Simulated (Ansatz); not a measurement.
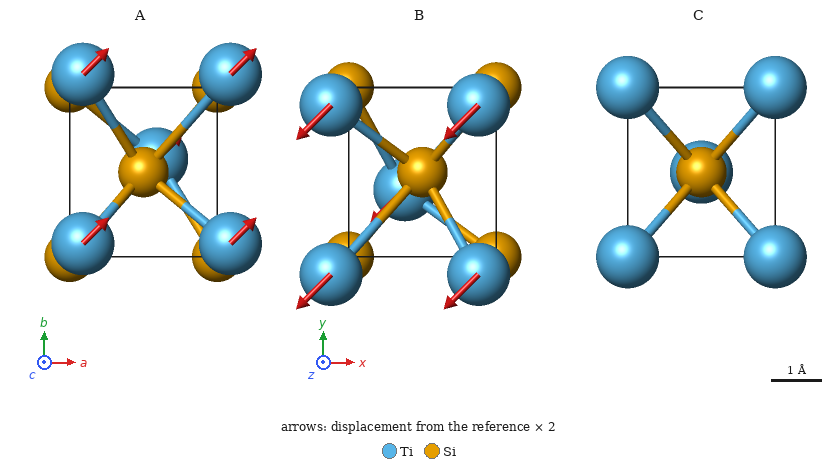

A scan of a crystal of TiSi₂ (Immm): the whole Ti sublattice is shifted rigidly, along Cartesian [1 1 0], all else fixed. The picture is a ball-and-stick view of the conventional cell (2 times the calculation's cell), repeated 1 × 1 × 1 with one cell outlined, seen along the c axis. Red arrows: displacements from the reference. Lengths and directions refer to the drawn axes.

Theory: Ansatz, DFT PBE, scalar-relativistic, plane waves, PAW. Set-up: plane-wave cutoff 420 eV; k-point mesh 22 × 22 × 22; occupations gaussian; smearing width 0.15 eV; no spin polarisation. Energies (free energies at the smearing named) are counted from the relaxed crystal.

### Rank the frames from lowest to highest energy.

Lowest first: C (the displacement 0.00 Å, 0 meV/cell), A (the displacement 0.375 Å, 552 meV/cell), B (the displacement −0.50 Å, 1044 meV/cell). Over the whole scan: the lowest computed point lies at the displacement 0.00 Å (0 meV/cell). The end points stand at 1044 meV/cell (−0.50 Å) and 552 meV/cell (0.375 Å). The curvature at zero is about 8.1 eV/Å² per cell. At the highest point the shortest interatomic distance is 2.27 Å, against 2.63 Å in the reference. The distortion takes the space group from Immm to Cm.
